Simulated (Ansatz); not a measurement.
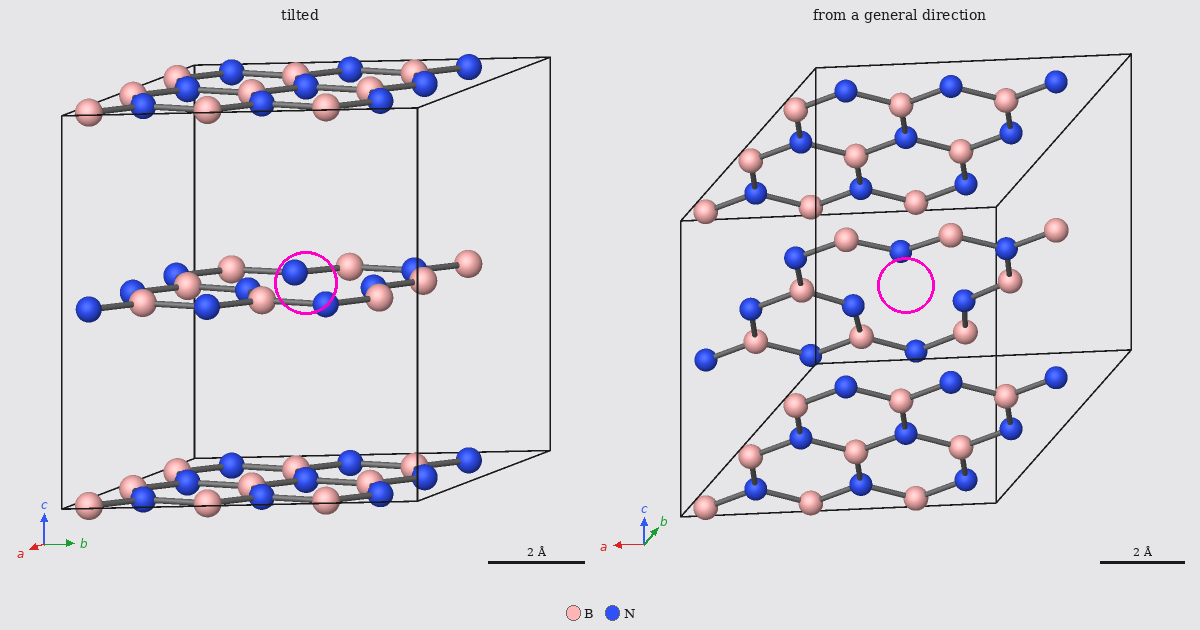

We look at a ball-and-stick model of the crystal slightly off an axis and from a general direction. The supercell is drawn as a box. The host is BN, in a cell of 36 sites, and the cell carries a charge of -1. A ring marks the defect's site.

Describe the defect.

A boron vacancy. Around the empty site lie three N at about 1.5 Å.

Theory: Ansatz 0.2.0, DFT PBE, scalar-relativistic, plane waves, PAW. Numerical settings: a basis cut at 420 eV, k-points on a 2×2×2 grid, Gaussian smearing of 0.01 eV, collinear spins.

Is there a net spin in the supercell?

Yes, 0.5 μB in the cell.

The atoms were relaxed in the host's cell with DFT PBE, scalar-relativistic, plane waves, PAW in Ansatz.
